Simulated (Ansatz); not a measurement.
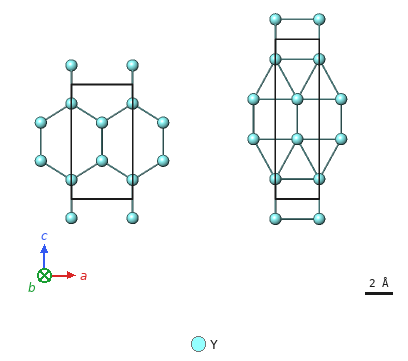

Two geometries of a crystal of Y (built on the random type) (coarse preliminary run), drawn at one scale. One is the start of a relaxation, the other its converged end. Style: ball-and-stick. Shown: the cell of the calculation, along the b axis.

Level of theory: DFT PBE, scalar-relativistic, plane waves, PAW (Ansatz). Set-up: plane-wave cutoff 420 eV; k-point mesh 4 × 4 × 2; occupations gaussian; smearing width 0.1 eV; no spin polarisation; cell and atoms relaxed; force threshold 0.04 eV/Å; at most 70 steps.

> Which geometry has the lower energy?

The right one is the relaxed one. Case: random cell with space group Pmna (No. 53). After 12 accepted moves (14 points after the start) the energy has fallen by 6.420 eV per cell of the calculation. The largest force component goes from 2.1 to 0.00069 eV/Å. Pressure: 0.92 GPa at the start and 0.01 GPa at the end. The SCF was repeated twice at an unchanged geometry on a basis and grid sized afresh for the cell, which shifted the energy by 67.0 meV per cell of the calculation at most. The largest moves relative to the cell, 0.58 Å, are those of Y atoms. The volume changes by −20.7 %, with a 4.641 → 3.326 Å (−28.3 %), b 4.189 → 3.326 Å (−20.6 %), c 8.685 → 12.113 Å (+39.5 %). Some distances before and after: Y–Y 4.641 → 3.326 Å, Y–Y 4.189 → 3.326 Å, Y–Y 2.735 → 3.455 Å, Y–Y 4.023 → 3.455 Å. Bond angles that change, for instance: Y–Y–Y 116.1° → 57.5°, Y–Y–Y 118.5° → 140.2°. The space group (tolerance 0.01 Å) goes from Pmna (No. 53) to I4_1/amd (No. 141). The run took of the order of 60 core-seconds on a shared host.

Limits of the set-up: the k-point mesh is coarse for a cell with partly filled bands.
